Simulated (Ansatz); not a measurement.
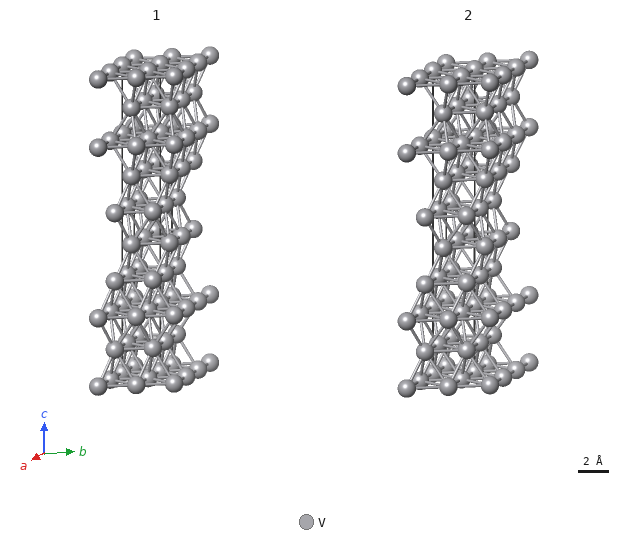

Two geometries of solid V (built on the samarium (9R)_166 type) (coarse preliminary run), drawn at one scale. One is the start of a relaxation, the other its converged end. The picture is a ball-and-stick view of the conventional cell (3 times the calculation's cell), repeated 3 × 2 × 1 with one cell outlined, seen slightly off an axis. Lengths and directions refer to the drawn axes.

Method: Ansatz 0.2.0, DFT r2SCAN, scalar-relativistic, plane waves, PAW. (plane-wave cutoff 500 eV; k-point mesh 9 × 9 × 9; occupations gaussian; smearing width 0.1 eV; collinear spin; cell and atoms relaxed; force threshold 0.04 eV/Å; at most 70 steps)

Which one is relaxed?

Structure 1 is the relaxed one. Case: samarium (9R) type (R-3m, No. 166). No atom moves by more than 0.005 Å relative to the cell. The volume changes by −15.3 %, with a = b 2.848 → 2.601 Å (−8.7 %), c 20.648 → 20.965 Å (+1.5 %). Some distances before and after: V–V 2.848 → 2.601 Å, V–V 2.823 → 2.772 Å. The space group stays R-3m (No. 166). After 6 accepted moves (7 points after the start) the energy has fallen by 0.559 eV per cell of the calculation. The largest force component goes from 0.29 to 0.0019 eV/Å. Pressure: −17.45 GPa at the start and −0.04 GPa at the end. At 1 point the geometry stayed and the basis and grid were re-selected for the new cell (energy shift of 1.6 meV per cell of the calculation at most each time). The program noted that the starting moments weren't kept. The run took of the order of 7 core-minutes on a shared host.
